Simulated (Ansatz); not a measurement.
## Electronic structure of In$_{17}$P$_{15}$ (cell with a defect) in real space

```xyz
32
Lattice="-5.9598 5.9598 -5.9598 5.9598 -5.9598 -5.9598 -5.9598 -5.9598 5.9598" Properties=species:S:1:pos:R:3 pbc="T T T"
In   -3.0870   -5.8527    3.0870
In   -8.9193   -2.9595   -0.0044
In   -2.9843   -0.0204   -3.0003
In   -0.0204   -8.9193   -2.9755
In   -2.9595   -2.9843    0.0204
In    5.9394   -5.9554   -5.9394
In   -5.9802    2.9755   -3.0003
In   -2.9595   -5.9802   -2.9755
In   -5.9802   -0.0204   -0.0044
In    2.8728   -3.0870   -6.0669
In    3.0003   -5.9554   -3.0003
In   -5.8527   -3.0870   -2.8728
In   -2.9843   -2.9595   -5.9394
In    0.0044   -0.0204   -5.9394
In    0.0044   -2.9595   -3.0003
In    0.1071   -5.8527   -0.1071
In   -1.4899   -7.4497    1.4899
P    -1.4922    1.4528   -7.4125
P    -1.4899   -1.4899   -4.4698
P    -4.5070   -4.4327    1.4877
P    -1.4922   -4.4327   -1.5271
P     1.4528   -1.4922   -1.4528
P    -4.4327    1.5271   -4.4676
P    -7.4497   -1.4899    1.4899
P    -4.4327   -1.4877   -1.4528
P    -1.4877    1.4528   -1.5271
P    -1.4899   -1.4899    1.4899
P    -4.4327   -4.5070   -4.4721
P    -1.4877   -4.4327   -7.4125
P     1.4528   -1.4877   -7.4869
P     1.4528   -4.5070   -4.4676
P     1.5271   -7.4520   -1.5271
```

The calculation used DFT PBE, scalar-relativistic, plane waves, PAW in Ansatz.

Core electrons are frozen (PAW), and the valence fields are smoothed inside the atomic spheres.

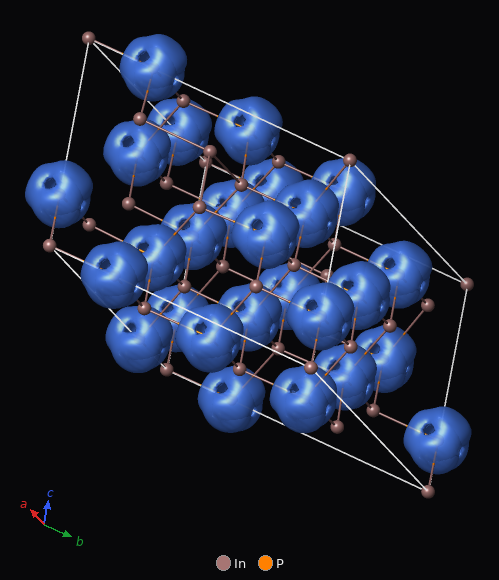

Figure 1. Isosurface of the ELF at 0.75 (blue), seen at an oblique angle. Only the valence region is drawn (cores and ρ < 0.01 e/Å³ removed). Sticks mark near contacts.

Where are the electrons localised?

Answer. At this value the surface marks out 15 regions wrapped around P (the valence shell of each), counted in one cell of 32 atoms. Any copies at cell faces, edges or corners count once. Profiles from the grid: In–P (2.56 Å): the ELF peaks at about 0.90 in the valence shell of P, 0.9 Å from its nucleus, and is about 0.55 at the midpoint. In–In (2.77 Å): the ELF is about 0.45 at the midpoint.

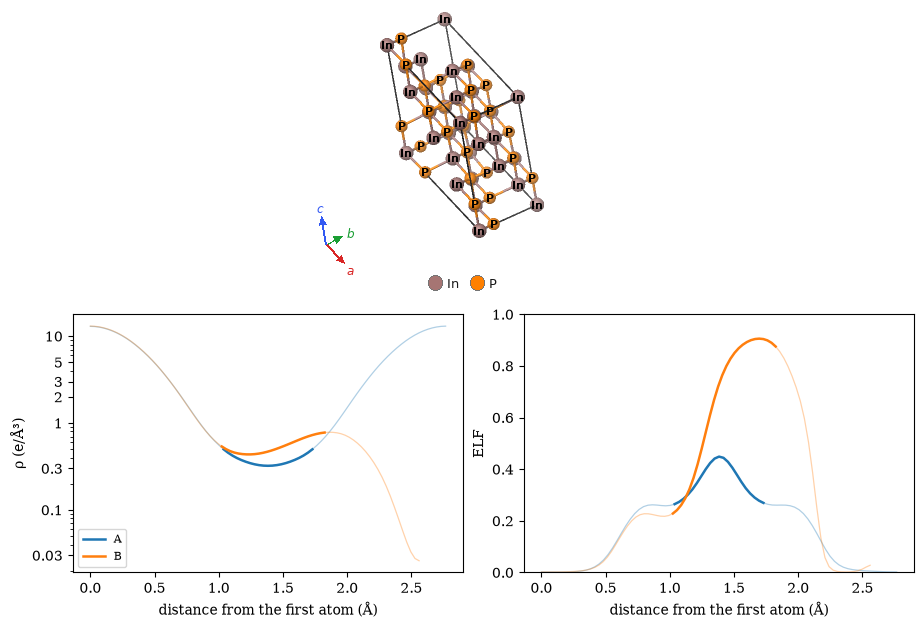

Figure 2. Valence pseudo-density and ELF along straight lines between neighbouring atoms. Thin, pale parts lie inside the atomic spheres. The structure is drawn too.

Which curve belongs to which contact (In–In and In–P)? The first atom named is at distance zero.

Answer. Curve A: In–In (2.77 Å): ρ at the midpoint is about 0.32 e/Å³; the ELF is about 0.45 at the midpoint. Curve B: In–P (2.56 Å): the density is about 0.44 e/Å³ at the midpoint; the ELF peaks at about 0.90 in the valence shell of P, 0.9 Å from its nucleus, and is about 0.55 at the midpoint.

Metal or insulator at this level of theory?

Answer. It is gapless in this calculation (a metal or semimetal).
